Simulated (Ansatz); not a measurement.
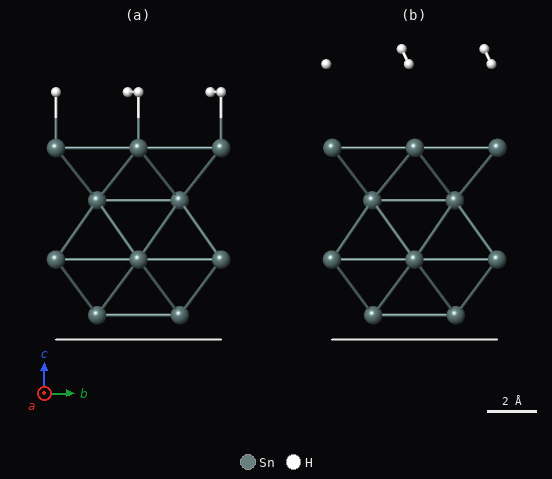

The structure of a slab of composition Sn$_{2}$H (cut from the I4/mmm phase) before (left) and after (right) a constrained relaxation, at one scale.

The picture is a ball-and-stick view of the 2 × 2 repeat of the cell, outlined in the plane, without the vacuum, seen along the a axis.

Case: H2 put at a top Sn site. The slab is the (1 1 0) face of Sn with H2 on it. 2 atoms are held fixed.

Computed with Ansatz, DFT PBEsol, scalar-relativistic, plane waves, PAW. Set-up: plane-wave cutoff 420 eV; k-point mesh 9 × 9 × 1; occupations gaussian; smearing width 0.1 eV; no spin polarisation; dipole correction; atoms relaxed in a fixed cell; force threshold 0.03 eV/Å; at most 70 steps.

Describe what moved and what it gained.

Answer. The energy falls by 0.500 eV per cell of the calculation in 13 accepted moves (16 points after the start). Largest force component: 1 eV/Å at the start, 0.0041 eV/Å at the end. The line search rejected the trial step at point 11 of the run. 2 steps only repeated the SCF at the same geometry. The forces were under the threshold at step 9, but the run went on from there. The atom that moves furthest is an H atom (1.77 Å along the normal (+c)). By element the largest moves are H 1.77 Å, Sn 0.06 Å. The cell stays as it was. Some distances before and after: H–Sn 2.300 → 3.473 Å, Sn–Sn 3.325 → 3.392 Å, Sn–Sn 3.325 → 3.268 Å, Sn–Sn 3.512 → 3.554 Å. Cost: 6.8 min on 2 threads of Intel(R) Xeon(R) Platinum 8488C (Sapphire Rapids), on a shared host, peak memory 0.75 GiB.

Limits of the set-up: the periodic images lie only 3.4 Å apart, so the values are limited by the cell's size.
